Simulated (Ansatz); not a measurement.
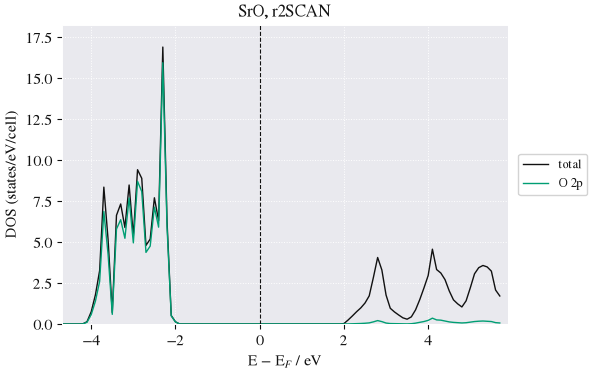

Density of states. Energies are counted from the Fermi level. The partial curves are projected on Löwdin-orthogonalised atomic shells; they sum to less than the total at higher energies, where shells without a projector contribute.

System: SrO, space group R3m, 4 atoms in the cell.

```yaml
crystal:
  lattice:
    - [1.79634, 1.03712, 6.25041]
    - [-1.79634, 1.03712, 6.25041]
    - [0.00000, -2.07424, 6.25041]
  atoms:
    - { symbol: Sr, position: [0.12447, 0.12447, 0.12447] }
    - { symbol: Sr, position: [0.95529, 0.95529, 0.95529] }
    - { symbol: O, position: [0.54048, 0.54048, 0.54048] }
    - { symbol: O, position: [0.37162, 0.37162, 0.37162] }
```

Ansatz 0.2.0; DFT r2SCAN, scalar-relativistic, plane waves, PAW, no spin polarisation, 6×6×6 k mesh, 500 eV cutoff, Gaussian smearing of 0.02 eV.

### Is there a gap at the Fermi level, and how wide?

There is a gap; over the k points computed it is 3.90 eV.

### Which states form the top of the valence band?

By projected weight, the top eV of the valence band is O 2p almost alone.

The structure is an invented one, so it need not be a known or stable phase.
